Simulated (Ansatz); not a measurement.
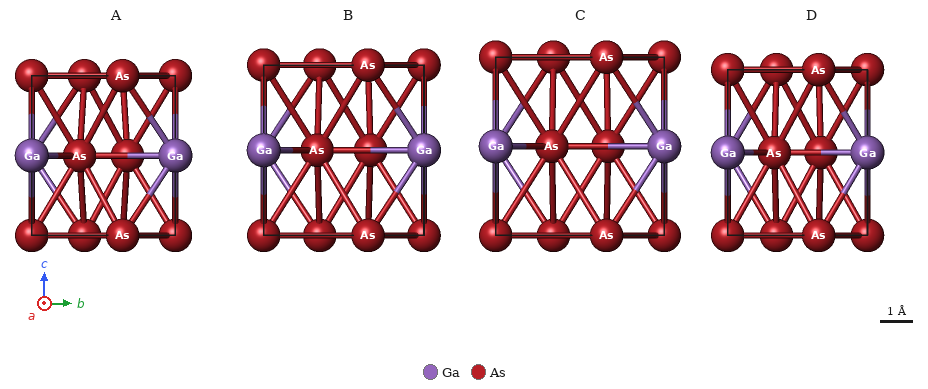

4 geometries from one relaxation of crystalline GaAs$_{5}$ (a generated structure, set up in P-62m) (coarse preliminary run), in shuffled order. A ball-and-stick model of the cell of the calculation, seen along the a axis.

These are results of Ansatz 0.2.0, DFT PBE, scalar-relativistic, plane waves, PAW, not measurements. (plane-wave cutoff 420 eV; k-point mesh 3 × 3 × 4; occupations gaussian; smearing width 0.1 eV; no spin polarisation; cell and atoms relaxed; force threshold 0.04 eV/Å; at most 70 steps)

Q: Put them in the order of the run, from the start to the converged end.

A: C, B, A, D. They are steps 0, 1, 3, 9, at +668 meV per atom, +360 meV per atom, +19.8 meV per atom relative to the last. Over 7 accepted moves (9 points after the start) the energy falls by 668 meV per atom. The largest force component goes from 0.38 to 0.015 eV/Å. The pressure goes from −11.76 to −0.05 GPa. The line search rejected the trial step at point 4 of the run. At 1 point the geometry stayed and the basis and grid were re-selected for the new cell (energy shift of 0.8 meV per atom at most each time). The largest moves relative to the cell, 0.035 Å, are those of As atoms. Ga stays in place. The drawn cell changes as follows: a = b 6.132 → 5.085 Å (−17.1 %), c 5.619 → 5.224 Å (−7.0 %); the volume changes by −36.1 %. Among the contacts that change: As–As 3.493 → 2.868 Å, As–As 3.541 → 2.936 Å, As–Ga 3.541 → 2.936 Å, As–As 3.637 → 3.077 Å. The space group stays P-62m (No. 189).
